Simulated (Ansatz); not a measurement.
AlP (slab, 16 atoms in the cell), run with Ansatz.

```
crystal:
  lattice:
    - [6.18898942, 0.0, 0.0]
    - [0.0, 4.37627639, 0.0]
    - [0.0, 0.0, 16.64174206]
  atoms:
    - { symbol: Al, position: [0.25, 0.5, 0.3605391778] }
    - { symbol: Al, position: [0.75, 0.5, 0.3605391778] }
    - { symbol: P, position: [0.5, 0.25, 0.3605391778] }
    - { symbol: P, position: [0.0, 0.25, 0.3605391778] }
    - { symbol: Al, position: [0.5, 0.0, 0.4535130593] }
    - { symbol: Al, position: [0.0, 0.0, 0.4535130593] }
    - { symbol: P, position: [0.75, 0.75, 0.4535130593] }
    - { symbol: P, position: [0.25, 0.75, 0.4535130593] }
    - { symbol: Al, position: [0.7508273793, 0.5004916031, 0.5500615265] }
    - { symbol: Al, position: [0.2508415638, 0.5004689318, 0.5500825718] }
    - { symbol: P, position: [0.0007893022, 0.2532700229, 0.5467834474] }
    - { symbol: P, position: [0.5008856582, 0.2533327933, 0.5467812315] }
    - { symbol: Al, position: [0.00108833, -0.073085442, 0.6176159904] }
    - { symbol: Al, position: [0.5011420045, -0.0728925852, 0.6177034643] }
    - { symbol: P, position: [0.2511111125, 0.7223429049, 0.6472428492] }
    - { symbol: P, position: [0.7510863053, 0.7222814011, 0.6472802455] }
basis:
  ecutwfc: 420
kpoints:
  mp_grid: { grid: [4, 5, 1] }
hamiltonian:
  xc: pbesol
scf:
  occupations: { method: gaussian, width: 0.05 }
  max_iter: 100
output:
  forces: true
  eigenvalues: true
efield:
  axis: 3
  dipole_correction: true
  ramp_width: 0.04
```

Run as:
```bash
ansatz run input.yaml --threads 2 --pin off --max-ram 5120MiB --backend cpu --events-out ev --progress --plain --runs-dir out
```

Question: What does the convergence history look like?

Answer: It converged, after 8 iterations. The residual comes down, with one marked jump up, by a factor of about 2, at step 2. From the first spectrum the program read the system as an insulator and chose the LDOS preconditioner. The input holds a fault (a lattice far too small). The SCF closed all the same, which doesn't make the results meaningful for the real system.

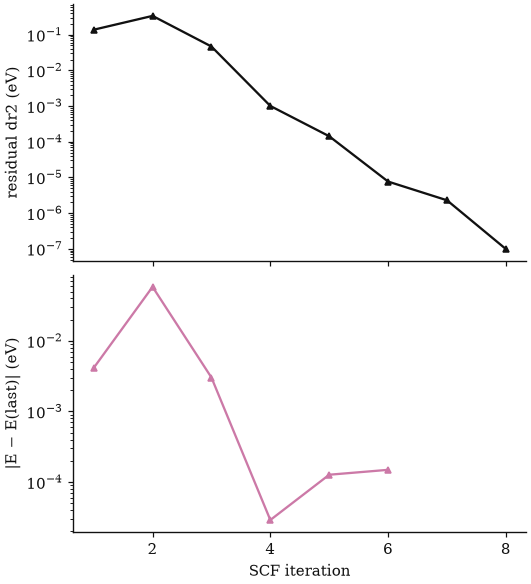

SCF iterations of a calculation: density residual dr2, distance of the Harris–Foulkes energy from its last value. Energy differences below 3 × 10⁻⁶ eV aren't drawn. The starting density is a sum of atomic densities corrected by a trained network.
